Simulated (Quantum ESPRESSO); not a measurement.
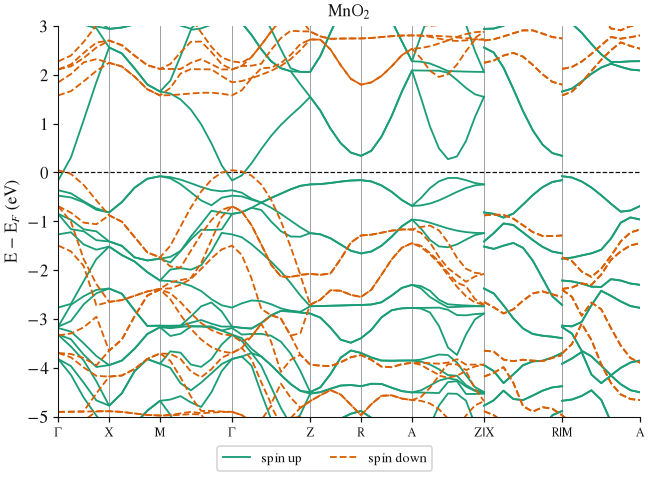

Band structure. Energies are counted from the Fermi level.

**Which Bravais lattice do the labels of the path belong to?**

A primitive tetragonal lattice: the path Γ–X–M–Γ–Z–R–A–Z|X–R|M–A runs through the special points of its Brillouin zone.

Structure: rutile-type MnO2, space group P4_2/mnm, 6 atoms in the cell; a = 4.400 Å, c = 2.867 Å (tetragonal axes).

Quantum ESPRESSO 7.5; r2SCAN, SG15 PBE 1.2, collinear spin, ferromagnetic start, no spin-orbit coupling, 3×3×5 k mesh, 1197 eV cutoff, Fermi-Dirac smearing of 0.05 eV.

**Metal, semiconductor or insulator?**

A metal: bands cross the Fermi level along this path.

**Which levels at R lie nearest to the Fermi level?**

At R the nearest levels lie 0.16 eV below and 0.34 eV above the Fermi level.

The run ends ferromagnetic, with 6.03 μB a cell. The k mesh is coarse (spacing up to 0.48 Å⁻¹), so the values aren't converged. The potentials were made for another functional. The magnetic state is the one that this start led to; another may lie lower. Semilocal functionals can close the gap of such a compound with an open d shell, so a metal here doesn't prove that the real material is one. The cell is a database's computed one. Bands are joined in order of energy, so crossings between the computed points show as kinks or gaps.
